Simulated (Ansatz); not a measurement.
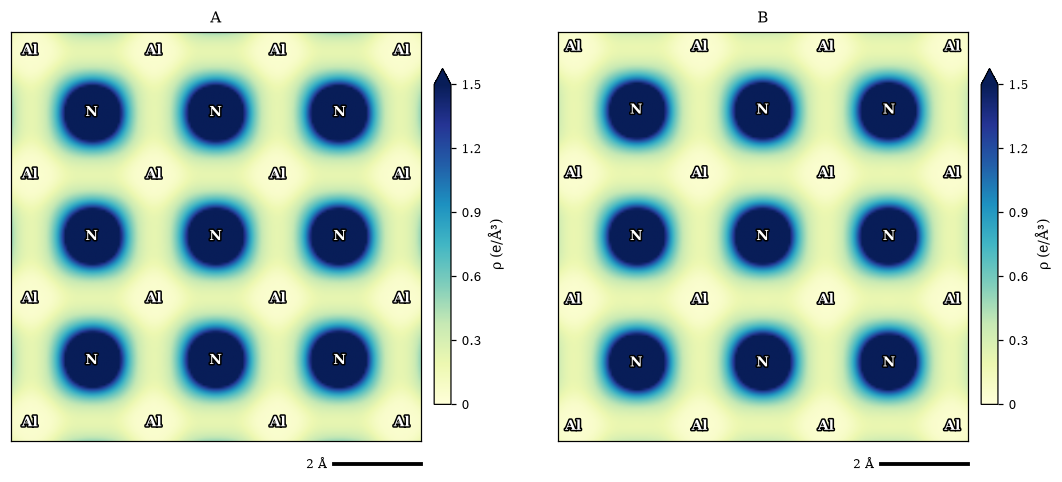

AlN. The valence electron density of two cells that differ in size, on the (101) plane of each (indices in the axes of the calculation cell), at one length scale and on one colour scale; one has 8.2 and the other 8.7 Å³ an atom.

Computed with DFT HSE06, scalar-relativistic, plane waves, PAW in Ansatz.

The density is the valence pseudo-density of a PAW calculation; it isn't the true density close to the nuclei.

Question: Which panel shows the smaller cell, and what does the compression change?

Answer: Panel A is the smaller cell, by 6 % in volume. From the larger cell to the smaller, Al–N goes from 2.05 to 2.02 Å, and the density at its midpoint from 0.5 to 0.54 e/Å³; the pressure goes from −15 to 0.0 GPa; the Kohn–Sham gap goes from 5.5 eV to 6.1 eV.
